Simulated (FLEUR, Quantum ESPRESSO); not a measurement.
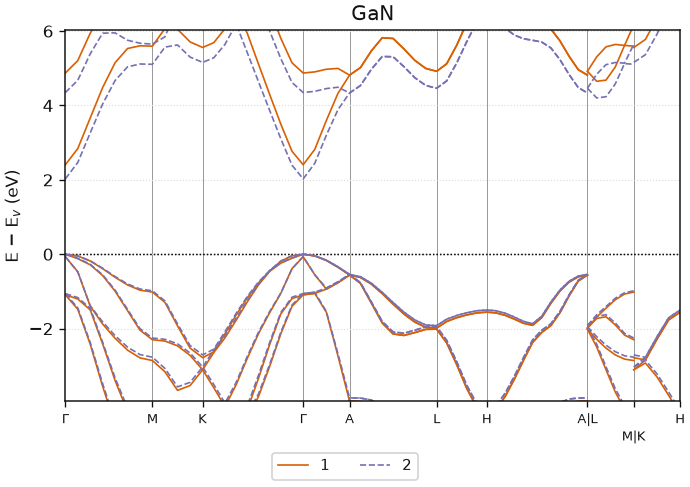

Band structures of wurtzite GaN, space group P6_3mc (No. 186), 4 atoms in the cell (a = 3.180 Å, c = 5.166 Å (hexagonal axes)), by two methods on the same cell. Each is counted from its own valence-band top.

> Which curve is which? The methods: r2SCAN (FLEUR), PBE (Quantum ESPRESSO).

1 is r2SCAN (FLEUR); 2 is PBE (Quantum ESPRESSO). r2SCAN (FLEUR) gives a gap of 2.41 eV along the path and PBE (Quantum ESPRESSO) gives a gap of 2.03 eV along the path.

Settings. r2SCAN (FLEUR): all-electron, no spin polarisation, no spin-orbit coupling, 10×10×5 k mesh, Fermi-Dirac smearing of 0.05 eV (FLEUR MaX-R8.1 (later development tree)). PBE (Quantum ESPRESSO): SG15 PBE 1.2, no spin polarisation, no spin-orbit coupling, 10×10×5 k mesh, 952 eV cutoff, Fermi-Dirac smearing of 0.05 eV (Quantum ESPRESSO 7.5).

Bands are joined in order of energy. The two runs differ in program as well. LDA, GGA and most meta-GGA functionals understate gaps. r2SCAN (FLEUR): the meta-GGA is that of a development version, with a GGA for the radial functions and cores and without core tails.
